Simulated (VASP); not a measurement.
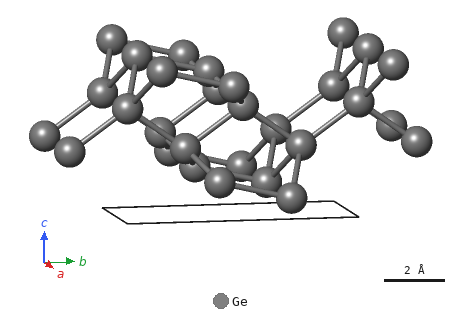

A slab of composition Ge, before the relaxation. Style: ball-and-stick. Shown: the cell of the calculation, outlined in the plane, without the vacuum, slightly off an axis.

The run lets the atoms move in a fixed cell.

Level of theory: VASP 6.6.1, Kohn-Sham DFT of a periodic cell, PBEsol, VASP PAW PBE potentials, recommended.

Input
```
SYSTEM = Ge
  PREC = Accurate
  ENCUT = 520
  EDIFF = 1E-6
  ISMEAR = 1
  SIGMA = 0.1
  LREAL = .FALSE.
  LASPH = .TRUE.
  NELM = 60
  ALGO = Normal
  ISIF = 2
  LWAVE = .FALSE.
  LCHARG = .FALSE.
  LDIPOL = .TRUE.
  IDIPOL = 3
  DIPOL = 0.5 0.5 0.500
  GGA = PS
  IBRION = 2
  NSW = 100
  EDIFFG = -0.015
  KPAR = 8
```

Command:
```bash
cat potpaw_PBE.64/Ge_d/POTCAR > POTCAR
mpirun -np 8 vasp_std > vasp.out
```

The structure:
```
CELL_PARAMETERS angstrom
4.00068 0.00000 0.00000
0.00000 8.00137 0.00000
0.00000 0.00000 20.44337
ATOMIC_POSITIONS crystal
Ge 0.50000 0.34500 0.42067
Ge 0.00000 0.25000 0.46541
Ge 0.00000 0.00000 0.53459
Ge 0.50000 0.09500 0.60867
Ge 0.50000 0.65500 0.39133
Ge 0.00000 0.75000 0.46541
Ge 0.00000 0.50000 0.53459
Ge 0.50000 0.40500 0.57933
```

**Where does the relaxation end?**

The energy falls by 0.972 eV per cell of the calculation in 25 geometry steps. Largest force component: 1.3 eV/Å at the start, 0.0082 eV/Å at the end. The largest moves relative to the layer's centre, 0.58 Å, are those of Ge atoms. The cell stays as it was. Near-neighbour distances that change, for instance: Ge–Ge 2.450 → 2.770 Å, Ge–Ge 2.327 → 2.454 Å, Ge–Ge 2.622 → 2.534 Å, Ge–Ge 2.552 → 2.489 Å. Among the angles between lasting bonds that change: Ge–Ge–Ge 98.4° → 85.4°, Ge–Ge–Ge 87.7° → 74.9°, Ge–Ge–Ge 95.6° → 107.6°.

The end point in the same view:

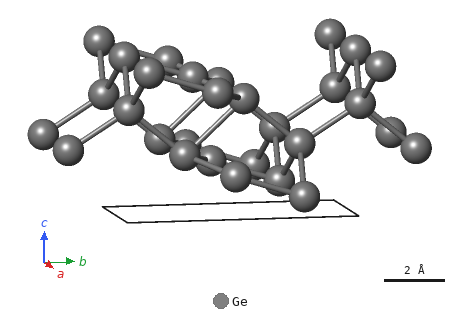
